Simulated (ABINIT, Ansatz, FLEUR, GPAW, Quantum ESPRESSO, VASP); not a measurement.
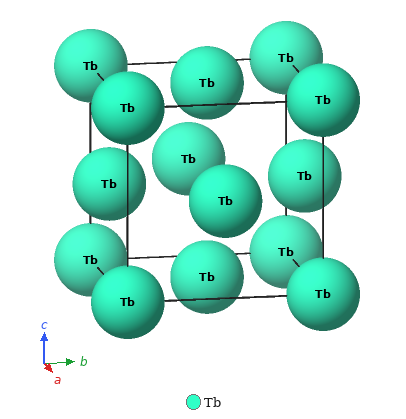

Tb, face-centred cubic (Cu type), space group Fm-3m (No. 225), a = 5.040 Å, b = 5.040 Å, c = 5.040 Å, α = 90.00°, β = 90.00°, γ = 90.00° (32.00 Å³/atom). Structure drawing (spheres-only), viewed slightly off an axis. Lines trace the edges of the conventional unit cell. The cell is a structure listed in the Materials Project. This isn't the form of Tb at room conditions, which is hcp.

The cell was scaled uniformly, at fixed shape and fractional positions, in six programs or potential sets. Alike in all runs: functional PBE; k mesh 9 × 9 × 9 on the run's cell of 1 atom; occupations fermi-dirac, width 0.05 eV; no spin-orbit coupling.

Energies from ABINIT (JTH PAW PBE v2.0):

| volume (Å³/atom) | E − E(lowest point) (meV/atom) |
| --- | --- |
| 30.084 | 13.75 |
| 30.724 | 7.04 |
| 31.365 | 2.61 |
| 32.005 | 0.34 |
| 32.645 | 0.00 |
| 33.285 | 1.39 |
| 33.925 | 4.35 |

Q: Fit a third-order Birch-Murnaghan equation of state to these points.

A: V0 = 32.45 Å³/atom (a0 = 5.063 Å), B0 = 22.8 GPa and B0′ = 4.0. V0 lies 1.4 % above the volume of the cell as given.

The same fit in all programs:

| program | V0 (Å³/atom) | a0 (Å) | B0 (GPa) | B0′ |
| --- | --- | --- | --- | --- |
| ABINIT (JTH PAW PBE v2.0) | 32.45 | 5.063 | 22.8 | 4.0 |
| VASP (PBE potentials, release 64 Tb) | 32.13 | 5.046 | 26.8 | 3.8 |
| Quantum ESPRESSO (SSSP 1.3 efficiency) | 31.53 | 5.015 | 28.5 | 3.4 |
| Ansatz LAPW (all-electron) | 32.01 | 5.040 | 26.8 | 3.5 |
| GPAW (PAW data 1.2.1) | ? | ? | ? | ? |
| FLEUR (all-electron) | 31.80 | 5.029 | 27.2 | 4.1 |

Q: What does GPAW (PAW data 1.2.1) give?

A: V0 = 31.50 Å³/atom, a0 = 5.013 Å, B0 = 27.4 GPa and B0′ = 3.7. The other rows span 31.53 to 32.45 Å³/atom and 22.8 to 28.5 GPa.

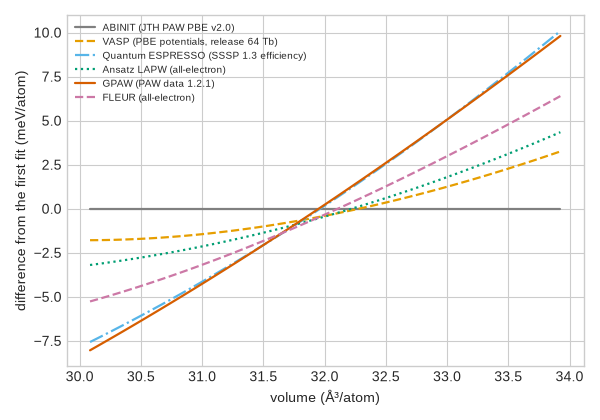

Each fitted curve, counted from its own minimum, less that of ABINIT (JTH PAW PBE v2.0). With one functional throughout, the spread comes from potentials, basis sets and numerical settings; B0′ is uncertain by a few tenths over so narrow a range. Each run keeps the magnetic state that it reached from a ferromagnetic start.

Notes on single rows: GPAW (PAW data 1.2.1): one-centre terms of the f shell are cut off.

Caveat: semilocal functionals without U treat localised f shells poorly, and where the shell is open runs can settle in different occupations.
